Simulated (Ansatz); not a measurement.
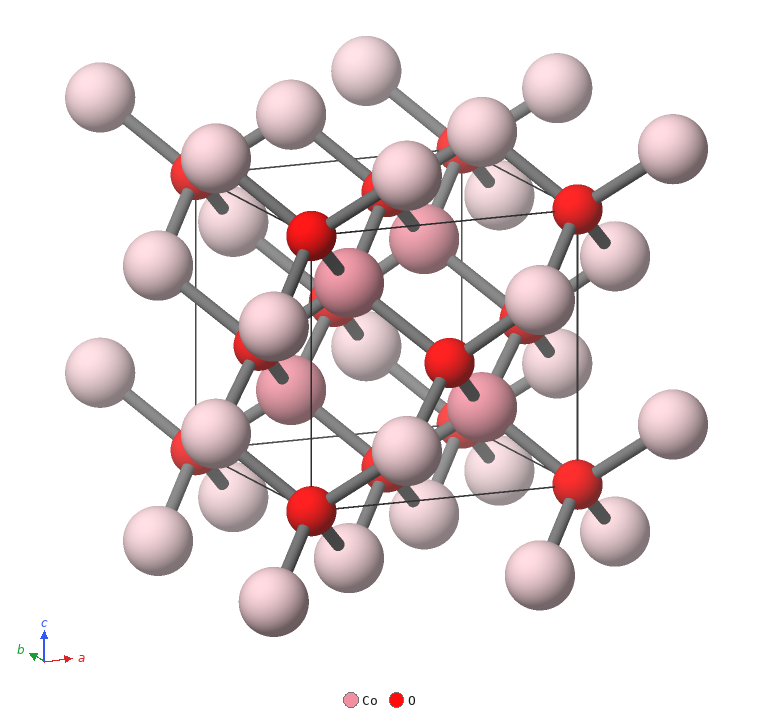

Crystal structure, ball-and-stick style, seen slightly off an axis. Atoms at the boundary of the conventional unit cell (the box) are drawn once for each face, edge or corner they touch. Every bond is drawn to its end, so some atoms lie outside the box, in fainter colours. Cell: a = 4.53 Å, b = 4.53 Å, c = 4.42 Å, α = 90.00°, β = 90.00°, γ = 90.00°.

The structure comes from a structure type filled with these elements by a generator (whether the compound takes this form wasn't checked). The cell was then strained or its atoms displaced on purpose. It went into a calculation with Ansatz.

Caption:

Answer. The material is CoO. The lattice is base-centred monoclinic and the space group C2 (No. 5). Atoms per cell: 8 (4 Co, 4 O). The Co atoms are each bonded to four O in a distorted tetrahedral arrangement at about 1.8 to 2.1 Å. Each O atom is coordinated by four Co in a distorted tetrahedral arrangement at about 1.8 to 2.1 Å. The bonds build a three-dimensional framework.

Level of theory and settings: Ansatz 0.2.0, DFT PBE, scalar-relativistic, plane waves, PAW, a basis cut at 420 eV, k-points about 0.33 Å⁻¹ apart, Gaussian smearing of 0.05 eV, collinear spins.

Which atoms carry magnetic moments in this run, and how do they order?

Answer. The state reached is antiferromagnetic. Sizes: Co 2.0 μB; net moment 0.0 μB in the run's cell of 4 atoms.

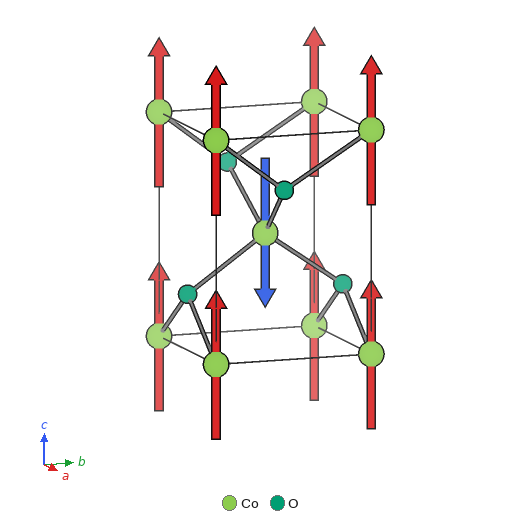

Site moments above 0.25 μB as arrows, small induced ones on non-metal atoms left out (red along the largest or up, blue against, purple across). The run's cell of 4 atoms is drawn in a reduced setting, so axes and origin can differ from the first picture.

What is the band gap, if any?

Answer. A metal: bands cross the Fermi level.

Has the structure come to rest?

Answer. No. The largest force is 1.73 eV/Å, on O. The pressure is 1.7 GPa, so the cell would expand. The stress isn't hydrostatic: its largest component is 4.5 GPa.

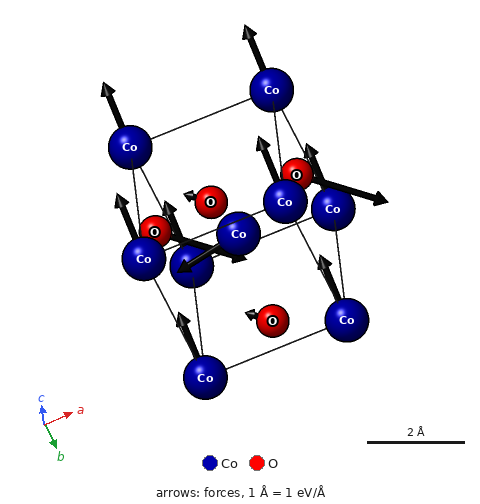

The forces as arrows. The run's cell of 4 atoms is drawn in a reduced setting, so axes and origin can differ from the first picture.
